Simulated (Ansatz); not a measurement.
Ge$_{32}$O: geometry relaxation (part 3 of 3)

The same run, continued: Ge$_{32}$O (defect cell, 33 atoms in the cell); DFT PBE, scalar-relativistic, plane waves, PAW, no spin polarisation (Ansatz 0.2.0); cutoff 420 eV, 3×3×3 k-mesh, Gaussian smearing of 0.1 eV. The structure derives from an entry of the Crystallography Open Database.

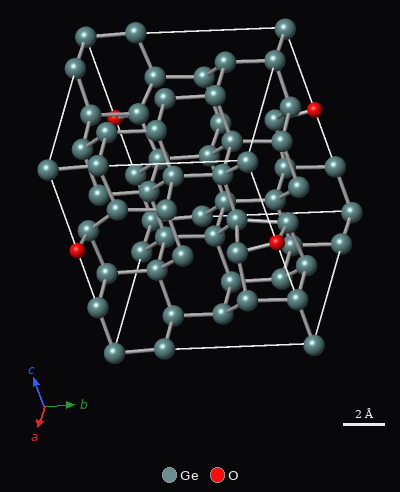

Fig. 1: The geometry at step 5 of the log (ball-and-stick view of the cell of the calculation, seen at an oblique angle).

**What the program printed, continued**
```
--- Relaxed structure (7 steps of the walk, 7 accepted, 0 SCFs on fresh bases) ---
  F+E_penalty+E_count = -138004.03751565 eV   max|allowed force component| = 3.727e-3 eV/Å
  atoms:
    - { symbol: Ge, position: [-8.96093243772933e-5, 0.27130905885695267, 0.7607848632283819] }
    - { symbol: Ge, position: [-0.0001281245104910343, 0.0002666043235237522, -0.010685215343690959] }
    - { symbol: Ge, position: [0.7481687787031288, 0.5003114011642851, 0.7519931163810815] }
    - { symbol: Ge, position: [-0.00010201755354866116, 0.7519577350538946, 0.24532395051663003] }
    - { symbol: Ge, position: [0.7516453760372832, 0.2520240428882371, 0.0037260778200326194] }
    - { symbol: Ge, position: [-9.618784966048885e-5, 0.5122068240707024, 0.49879731379398273] }
    - { symbol: Ge, position: [0.7515730083712623, 0.0003010233176810595, 0.2453429086698617] }
    - { symbol: Ge, position: [0.4999304949352506, 0.7485788848398469, 0.7520002528195646] }
    - { symbol: Ge, position: [0.48801081338978086, 0.48840951661406606, -0.01308166933860894] }
    - { symbol: Ge, position: [0.7288952609494082, 0.7292876707415459, 0.4897252712611713] }
    - { symbol: Ge, position: [0.27092419700969095, 0.0003047776821207826, 0.7607865942147121] }
    - { symbol: Ge, position: [0.4998719125057006, 0.24855058286859144, 0.2519707323955892] }
    - { symbol: Ge, position: [0.5118187569982117, 0.00030436178407024315, 0.49878403912816555] }
    - { symbol: Ge, position: [0.2516303666305637, 0.7520326918071951, 0.0037231886201576636] }
    - { symbol: Ge, position: [0.24815240542887385, 0.500275628228412, 0.2519736513356525] }
    - { symbol: Ge, position: [0.24824920812446727, 0.2486542224369958, 0.49364213093283044] }
    - { symbol: Ge, position: [0.7514378927073125, 0.25360315350586954, 0.2534168192578819] }
    - { symbol: Ge, position: [0.7864717883924088, 0.00029464845822183006, 0.504410484368136] }
    - { symbol: Ge, position: [0.4869737554478232, 0.48737353590590454, 0.2368916788678449] }
    - { symbol: Ge, position: [0.7453709250856522, 0.7457596726422657, 0.7482198566176674] }
    - { symbol: Ge, position: [0.5016721285815685, 0.24875568349784932, 0.5018638792138811] }
    - { symbol: Ge, position: [0.7465835761241343, 0.49852526440850464, 9.953625196006122e-5] }
    - { symbol: Ge, position: [0.5128222737542281, 0.000303775747058338, 0.7498069862054123] }
    - { symbol: Ge, position: [0.2532049858259456, 0.7518389491476115, 0.2534161096722552] }
    - { symbol: Ge, position: [0.24836436851730578, 0.5020845596083382, 0.5018734192136536] }
    - { symbol: Ge, position: [0.49813934754907585, 0.7469882564645285, 0.00010353939317889194] }
    - { symbol: Ge, position: [-9.450036663877226e-5, 0.00029971068461188966, 0.23834245971711926] }
    - { symbol: Ge, position: [0.21328739906248673, 0.2136802328281141, 0.7177672452121453] }
    - { symbol: Ge, position: [0.2544084257129374, 0.0002814792437025315, 0.002784156596291998] }
    - { symbol: Ge, position: [-9.666317320050632e-5, 0.7868929600885662, 0.5044028586196382] }
    - { symbol: Ge, position: [-9.906007945620354e-5, 0.5132115264620114, 0.7498133623169622] }
    - { symbol: Ge, position: [-0.000105517007758682, 0.25480548953381793, 0.0027882422209334345] }
    - { symbol: O, position: [-9.799997936948968e-5, 0.0002935026949018038, 0.5524275966195236] }
```

**Trajectory as extended XYZ (Å, eV, eV/Å), 6 of the 7 frames kept, from step=1 to step=7**
```
33
Lattice="5.7611 -5.7611 -5.7611 -5.7611 5.7611 -5.7611 5.7611 5.7611 5.7611" Properties=species:S:1:pos:R:3:forces:R:3 step=1 energy=-138003.03154
Ge    2.8312    5.7306    2.8095    0.2809   0.6120   0.7040
Ge    0.0000    0.0000    0.0000   -0.0465  -0.0612  -0.0884
Ge    5.7611    2.8805   -2.8805    0.0113  -0.0042  -0.0021
Ge   -2.8516    5.7820   -2.8448   -0.3546  -0.3026  -0.3970
Ge    2.8805   -2.8805   -5.7611   -0.0199  -0.0244  -0.0121
Ge    0.0000    5.7611    0.0000    0.0229  -0.0139   0.0021
Ge    5.7021   -2.9045   -2.9159    0.6695   0.1287   0.2650
Ge    2.8805    5.7611   -2.8805   -0.0319   0.0201   0.0233
Ge    0.0000    0.0000   -5.7611    0.0632   0.0704  -0.0785
Ge    2.8352    2.9480   -5.7318    0.5228  -0.7423   0.2347
Ge    5.6929    2.9441    2.9033    0.5307  -0.4961  -0.1026
Ge    2.8805    0.0000   -2.8805   -0.0100   0.0021  -0.0058
Ge    5.7611    0.0000    0.0000    0.0724  -0.0356  -0.0372
Ge   -2.8805    2.8805   -5.7611   -0.0138   0.0046  -0.0109
Ge    0.0000    2.8805   -2.8805   -0.0058  -0.0145   0.0201
Ge    2.9267    2.8147   -0.0114   -0.3642   0.6794   0.0545
Ge    4.3208   -1.4403   -4.3208   -0.1622   0.1027  -0.1179
Ge    7.2770   -1.4636   -1.4478   -0.4789  -0.3790  -1.0199
Ge    1.4403    1.4403   -4.3208   -0.0410   0.0623   0.0635
Ge    4.3208    4.3208   -4.3208    0.0461   0.0905   0.1272
Ge    4.3208    1.4403   -1.4403    0.2605  -0.2382  -0.2903
Ge    1.4403   -1.4403   -7.2013    0.0433  -0.0052  -0.0232
Ge    7.2013    1.4403    1.4403   -0.2343   0.2396   0.2130
Ge   -1.4403    4.3208   -4.3208   -0.0260   0.0257   0.0979
Ge    1.4403    4.3208   -1.4403    0.1677  -0.2103   0.0969
Ge   -1.4403    1.4403   -7.2013   -0.1172  -0.0704   0.0480
Ge    1.4631    1.4339    1.4212    0.2330   0.3166   0.6480
Ge    4.2801    4.3370    1.4718   -0.3745  -0.7782  -0.1089
Ge    1.4403   -1.4403   -1.4403    0.0117   0.0268   0.0150
Ge   -1.4835    7.2273   -1.4454   -0.3237   0.7947  -0.0623
Ge    1.4403    7.2013    1.4403   -0.1994   0.2077  -0.1658
Ge   -1.4403    1.4403   -1.4403   -0.2414  -0.1815  -0.2719
O     2.9562    2.9303    2.8922    0.1092   0.1738   0.1816
33
Lattice="5.7611 -5.7611 -5.7611 -5.7611 5.7611 -5.7611 5.7611 5.7611 5.7611" Properties=species:S:1:pos:R:3:forces:R:3 step=2 energy=-138003.49779
Ge    2.8689    5.7964    2.8658   -0.0135   0.2276   0.0479
Ge    0.0315    0.0437    0.0358   -0.0551  -0.0530  -0.0396
Ge    5.7552    2.8864   -2.8830   -0.0327   0.0111  -0.0038
Ge   -2.8924    5.7381   -2.8884   -0.0055  -0.1565  -0.0318
Ge    2.8703   -2.8876   -5.7600    0.0335   0.0185   0.0174
Ge   -0.0305    5.7894   -0.0310    0.0641  -0.0917   0.0964
Ge    5.7322   -2.8714   -2.8754   -0.1482  -0.0858  -0.0799
Ge    2.8654    5.7714   -2.8764    0.0350  -0.0285  -0.0385
Ge   -0.0277   -0.0238   -5.7427    0.0809   0.0923  -0.0736
Ge    2.8802    2.8733   -5.7115    0.0226  -0.0401   0.2498
Ge    5.7792    2.8797    2.8828    0.2645   0.0065   0.0092
Ge    2.8763   -0.0015   -2.8809   -0.0015  -0.0140   0.0034
Ge    5.7969   -0.0445   -0.0511   -0.0808   0.0770   0.0936
Ge   -2.8858    2.8875   -5.7637    0.0138   0.0018   0.0169
Ge   -0.0140    2.8768   -2.8742   -0.0194   0.0165  -0.0163
Ge    2.8870    2.8784   -0.0418   -0.0503   0.0516  -0.0507
Ge    4.3140   -1.4327   -4.3311   -0.0674   0.0266  -0.0323
Ge    7.2960   -1.5409   -1.5193    0.3977  -0.1906  -0.3578
Ge    1.4157    1.4276   -4.3049    0.0249  -0.0101  -0.0057
Ge    4.3261    4.3426   -4.3105   -0.0219   0.0094  -0.0079
Ge    4.3304    1.4322   -1.4509    0.0291  -0.0756  -0.0379
Ge    1.4266   -1.4488   -7.1939    0.0269  -0.0019   0.0055
Ge    7.1844    1.4269    1.4250    0.0515  -0.0215  -0.0217
Ge   -1.4283    4.3181   -4.3338   -0.0334   0.0040  -0.0068
Ge    1.4221    4.3266   -1.4484    0.0304   0.0202  -0.0041
Ge   -1.4480    1.4385   -7.1931   -0.0690  -0.0302   0.0122
Ge    1.4948    1.5168    1.4964    0.1672   0.0851   0.1050
Ge    4.2523    4.2622    1.5063   -0.4235  -0.4626   0.3622
Ge    1.4369   -1.4260   -1.4291   -0.0108  -0.0048  -0.0098
Ge   -1.5218    7.2640   -1.5065   -0.3245   0.4216  -0.3558
Ge    1.4207    7.2176    1.4274   -0.0116  -0.0020  -0.0561
Ge   -1.4444    1.4374   -1.4335    0.0013   0.0077   0.0256
O     2.9866    2.9531    2.9249    0.1261   0.1913   0.1850
33
Lattice="5.7611 -5.7611 -5.7611 -5.7611 5.7611 -5.7611 5.7611 5.7611 5.7611" Properties=species:S:1:pos:R:3:forces:R:3 step=3 energy=-138003.81504
Ge    2.8740    5.9033    2.8818   -0.1934  -0.0029  -0.2591
Ge    0.0532    0.0653    0.0580    0.0141   0.0003   0.0174
Ge    5.7446    2.8852   -2.8766    0.0139   0.0068  -0.0206
Ge   -2.9001    5.6867   -2.8958    0.1033   0.0741   0.1214
Ge    2.8790   -2.8754   -5.7623    0.0165  -0.0173  -0.0003
Ge   -0.0894    5.8330   -0.0854    0.1242  -0.1113   0.1201
Ge    5.7063   -2.8859   -2.8825   -0.2959  -0.0486  -0.0648
Ge    2.8751    5.7568   -2.8846    0.0239   0.0077  -0.0058
Ge   -0.0869   -0.0798   -5.6883    0.1286   0.1305  -0.1324
Ge    2.8735    2.8557   -5.6456   -0.1441   0.0739   0.1738
Ge    5.8983    2.8580    2.8633    0.0060   0.0942   0.0297
Ge    2.8739   -0.0063   -2.8804   -0.0006   0.0097   0.0329
Ge    5.8429   -0.0916   -0.0909   -0.1590   0.1322   0.1097
Ge   -2.8801    2.8838   -5.7635   -0.0264   0.0141  -0.0082
Ge   -0.0170    2.8891   -2.8796    0.0261  -0.0204   0.0219
Ge    2.8606    2.8861   -0.0821    0.1279  -0.1223   0.0217
Ge    4.3057   -1.4104   -4.3482    0.0385  -0.0349   0.0179
Ge    7.3809   -1.6150   -1.6250    0.4486  -0.0289   0.0344
Ge    1.3852    1.3962   -4.2907    0.0210   0.0204  -0.0121
Ge    4.3433    4.3514   -4.3074   -0.0296  -0.0359   0.0065
Ge    4.3451    1.4006   -1.4539   -0.0272   0.0585   0.0427
Ge    1.4047   -1.4524   -7.1733   -0.0203  -0.0109   0.0103
Ge    7.2191    1.3953    1.3903    0.0898  -0.0622  -0.0549
Ge   -1.4189    4.3174   -4.3560    0.0351  -0.0231  -0.0114
Ge    1.4076    4.3489   -1.4530   -0.0820   0.0642  -0.0629
Ge   -1.4607    1.4086   -7.1761    0.0366   0.0241  -0.0095
Ge    1.5421    1.5478    1.5440   -0.2887  -0.3130  -0.4047
Ge    4.1496    4.1499    1.6211   -0.1627  -0.1373   0.3534
Ge    1.4548   -1.4105   -1.4069    0.0054  -0.0349  -0.0541
Ge   -1.6013    7.3873   -1.6022   -0.1329   0.0896  -0.2910
Ge    1.3801    7.2356    1.3881    0.0868  -0.0462   0.0862
Ge   -1.4234    1.4585   -1.4151    0.0988   0.1241   0.0894
O     3.0350    3.0338    3.0078    0.1179   0.1256   0.1026
33
Lattice="5.7611 -5.7611 -5.7611 -5.7611 5.7611 -5.7611 5.7611 5.7611 5.7611" Properties=species:S:1:pos:R:3:forces:R:3 step=5 energy=-138004.03639
Ge    2.8231    5.9467    2.8229   -0.0055  -0.0012  -0.0022
Ge   -0.0578   -0.0542   -0.0563   -0.0052  -0.0038  -0.0077
Ge    5.7573    2.9023   -2.8598    0.0092  -0.0006  -0.0011
Ge   -2.9183    5.7377   -2.9152   -0.0072   0.0314  -0.0115
Ge    2.8986   -2.8573   -5.7619   -0.0026  -0.0038   0.0084
Ge   -0.0756    5.8261   -0.0736   -0.0129   0.0109  -0.0163
Ge    5.7351   -2.9132   -2.9154    0.0282  -0.0087  -0.0114
Ge    2.8982    5.7624   -2.8603   -0.0058   0.0071  -0.0017
Ge   -0.0737   -0.0689   -5.7016   -0.0125  -0.0135   0.0139
Ge    2.8222    2.8269   -5.5778   -0.0021  -0.0040  -0.0192
Ge    5.9421    2.8281    2.8236   -0.0055  -0.0113  -0.0087
Ge    2.8996    0.0012   -2.8610   -0.0012   0.0074  -0.0018
Ge    5.8201   -0.0714   -0.0753    0.0178  -0.0108  -0.0062
Ge   -2.8616    2.9027   -5.7620   -0.0016   0.0000   0.0080
Ge   -0.0036    2.9039   -2.8612    0.0090   0.0010   0.0004
Ge    2.8440    2.8484   -0.0245   -0.0122  -0.0055   0.0240
Ge    4.3266   -1.4077   -4.3335    0.0041  -0.0047   0.0103
Ge    7.4380   -1.6258   -1.6294   -0.0082   0.0035  -0.0013
Ge    1.3646    1.3689   -4.2464    0.0052   0.0068  -0.0111
Ge    4.3111    4.3153   -4.2786   -0.0017  -0.0001  -0.0069
Ge    4.3480    1.4306   -1.4330   -0.0042   0.0086   0.0002
Ge    1.4256   -1.4317   -7.1714    0.0119   0.0022  -0.0050
Ge    7.2726    1.3687    1.3659   -0.0095   0.0037   0.0041
Ge   -1.4124    4.3311   -4.3335   -0.0026   0.0007   0.0083
Ge    1.4254    4.3534   -1.4332    0.0113  -0.0051   0.0033
Ge   -1.4356    1.4305   -7.1719    0.0039   0.0129  -0.0071
Ge    1.3769    1.3800    1.3781   -0.0037   0.0038  -0.0001
Ge    4.1340    4.1389    1.6728    0.0004  -0.0023  -0.0048
Ge    1.4811   -1.4460   -1.4485   -0.0071   0.0004   0.0003
Ge   -1.6320    7.4421   -1.6307    0.0084  -0.0007   0.0034
Ge    1.3643    7.2784    1.3663    0.0040  -0.0113   0.0045
Ge   -1.4500    1.4848   -1.4482   -0.0027  -0.0067  -0.0028
O     3.1691    3.1744    3.1638    0.0004  -0.0062   0.0377
33
Lattice="5.7611 -5.7611 -5.7611 -5.7611 5.7611 -5.7611 5.7611 5.7611 5.7611" Properties=species:S:1:pos:R:3:forces:R:3 step=6 energy=-138004.03675
Ge    2.8191    5.9439    2.8215   -0.0034   0.0307  -0.0101
Ge   -0.0620   -0.0573   -0.0615   -0.0115  -0.0114  -0.0093
Ge    5.7590    2.9027   -2.8615    0.0010   0.0044   0.0032
Ge   -2.9196    5.7457   -2.9178    0.0018   0.0030   0.0002
Ge    2.8985   -2.8576   -5.7611    0.0033   0.0017  -0.0019
Ge   -0.0781    5.8251   -0.0775    0.0037  -0.0032   0.0040
Ge    5.7412   -2.9147   -2.9176    0.0029   0.0007  -0.0006
Ge    2.8979    5.7636   -2.8616    0.0056   0.0014   0.0025
Ge   -0.0793   -0.0745   -5.6999    0.0047   0.0044  -0.0017
Ge    2.8199    2.8242   -5.5850   -0.0086  -0.0080   0.0493
Ge    5.9397    2.8236    2.8214    0.0309  -0.0031  -0.0099
Ge    2.8993    0.0035   -2.8624   -0.0004   0.0011   0.0044
Ge    5.8207   -0.0739   -0.0779   -0.0047   0.0051   0.0047
Ge   -2.8620    2.9031   -5.7611    0.0015   0.0028  -0.0017
Ge   -0.0012    2.9040   -2.8623    0.0006  -0.0004   0.0035
Ge    2.8416    2.8465   -0.0181    0.0017   0.0005   0.0055
Ge    4.3286   -1.4088   -4.3317   -0.0054  -0.0009   0.0024
Ge    7.4317   -1.6205   -1.6253   -0.0027  -0.0045   0.0044
Ge    1.3633    1.3681   -4.2514   -0.0023  -0.0027  -0.0018
Ge    4.3078    4.3124   -4.2813    0.0018   0.0014  -0.0054
Ge    4.3473    1.4333   -1.4317    0.0001   0.0009  -0.0058
Ge    1.4281   -1.4290   -7.1732   -0.0004  -0.0025   0.0000
Ge    7.2705    1.3673    1.3637    0.0003  -0.0014  -0.0017
Ge   -1.4133    4.3333   -4.3317   -0.0014  -0.0056   0.0020
Ge    1.4286    4.3521   -1.4318    0.0013  -0.0005  -0.0050
Ge   -1.4337    1.4326   -7.1735   -0.0026   0.0000   0.0013
Ge    1.3715    1.3764    1.3732    0.0014   0.0009   0.0007
Ge    4.1332    4.1376    1.6758    0.0023   0.0023  -0.0044
Ge    1.4803   -1.4480   -1.4521   -0.0035   0.0020   0.0029
Ge   -1.6251    7.4361   -1.6257   -0.0040  -0.0043   0.0049
Ge    1.3629    7.2751    1.3640   -0.0011   0.0003  -0.0012
Ge   -1.4527    1.4849   -1.4522    0.0021  -0.0040   0.0033
O     3.1927    3.1965    3.1966   -0.0150  -0.0112  -0.0388
33
Lattice="5.7611 -5.7611 -5.7611 -5.7611 5.7611 -5.7611 5.7611 5.7611 5.7611" Properties=species:S:1:pos:R:3:forces:R:3 step=7 energy=-138004.03752
Ge    2.8194    5.9465    2.8204    0.0011   0.0020   0.0016
Ge   -0.0638   -0.0593   -0.0624   -0.0010  -0.0011  -0.0020
Ge    5.7602    2.9044   -2.8603    0.0006  -0.0012  -0.0005
Ge   -2.9193    5.7460   -2.9182    0.0010   0.0001   0.0012
Ge    2.8998   -2.8569   -5.7607   -0.0012   0.0001   0.0009
Ge   -0.0778    5.8250   -0.0767   -0.0021  -0.0004  -0.0014
Ge    5.7416   -2.9147   -2.9182   -0.0003   0.0010   0.0012
Ge    2.8998    5.7648   -2.8604   -0.0013   0.0004  -0.0003
Ge   -0.0777   -0.0731   -5.7006   -0.0030  -0.0030  -0.0001
Ge    2.8191    2.8236   -5.5794    0.0020   0.0021   0.0037
Ge    5.9420    2.8239    2.8204    0.0019   0.0013   0.0017
Ge    2.8995    0.0037   -2.8601    0.0003   0.0001  -0.0011
Ge    5.8204   -0.0733   -0.0768   -0.0004  -0.0016  -0.0008
Ge   -2.8614    2.9043   -5.7607    0.0000  -0.0009   0.0008
Ge   -0.0009    2.9041   -2.8601    0.0003   0.0003  -0.0011
Ge    2.8416    2.8462   -0.0188    0.0017   0.0015   0.0010
Ge    4.3280   -1.4081   -4.3302    0.0003   0.0003  -0.0002
Ge    7.4352   -1.6233   -1.6267   -0.0003   0.0004  -0.0010
Ge    1.3624    1.3671   -4.2485   -0.0014  -0.0015  -0.0003
Ge    4.3083    4.3128   -4.2800   -0.0003  -0.0001   0.0014
Ge    4.3483    1.4342   -1.4320    0.0004   0.0004   0.0006
Ge    1.4297   -1.4285   -7.1726    0.0005   0.0005   0.0001
Ge    7.2723    1.3670    1.3635   -0.0004  -0.0018  -0.0015
Ge   -1.4127    4.3326   -4.3302    0.0005   0.0001  -0.0003
Ge    1.4296    4.3530   -1.4321    0.0003   0.0003   0.0006
Ge   -1.4330    1.4342   -7.1727    0.0006   0.0005   0.0000
Ge    1.3708    1.3754    1.3719    0.0003   0.0005   0.0009
Ge    4.1328    4.1374    1.6753    0.0005   0.0006  -0.0002
Ge    1.4801   -1.4480   -1.4512    0.0005  -0.0002  -0.0009
Ge   -1.6280    7.4398   -1.6269    0.0008  -0.0005  -0.0006
Ge    1.3625    7.2769    1.3637   -0.0015  -0.0006  -0.0014
Ge   -1.4525    1.4846   -1.4513   -0.0003   0.0005  -0.0008
O     3.1803    3.1848    3.1814   -0.0003  -0.0002  -0.0011
```

**Results in brief**

- outcome: converged
- electrons treated: 454
- free energy: −138004.0375 eV
- Fermi energy: 7.654 eV
- gap on the k-point mesh: none (metallic)
- final volume: 764.84 Å³
- largest force (length of the vector) at the end: 0.005 eV/Å
- hardware: 8 threads of Arm Neoverse V1, 24 GiB of memory available, shared host
- wall time: 12 min (CPU time 1.5 h)
- peak memory: 7.8 GiB
